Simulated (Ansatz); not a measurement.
System: O₂F, space group Fm-3m (No. 225) (one of a set of cubic test structures, which need not be the stable phase).

Method: equation of state of a cubic crystal from periodic Kohn-Sham density functional theory without spin, third-order Birch-Murnaghan fit to the free energies; pressure corrected for the finite basis (Ansatz 0.2.0 development build). Level: r2SCAN.

- structure type: fluorite
- atoms in cell: 3
- space group number: 225
- lattice centring: face-centred primitive
- k mesh: 12×12×12
- occupation method: Fermi–Dirac
- occupation width: 0.1 eV
- wave cutoff: 1050 eV
- datasets: hand-made PAW
- density tolerance: 1e−09 eV
- bands: 14
- density cutoff ratio: 5
- search for lower states: default
- xc grid level: 2

What does the calculation give for the energy above the lowest point and pressure against volume? The volume takes the values 9.46, 9.76, 10.07, 10.38, 10.69 Å³/atom.

A third-order Birch–Murnaghan fit gives V0 = 9.80 Å³/atom, B0 = 99.2 GPa and B′ = 5.0. The energy above the lowest point is 4.0 meV/atom at volume 9.46 Å³/atom and 20.8 meV/atom at 10.69 Å³/atom; the lowest computed point is at volume 9.76 Å³/atom (0.0 meV/atom). The pressure falls from 3.9 GPa at volume 9.46 Å³/atom to −6.9 GPa at 10.69 Å³/atom, and changes sign near 9.81 Å³/atom.

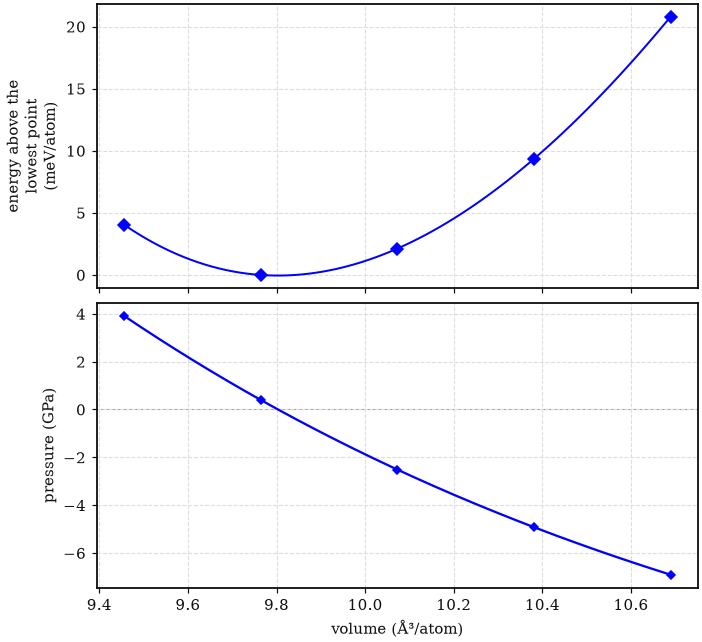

Caveats: cubic model structure, not the ambient form; no spin polarisation, a magnetic state may lie lower.
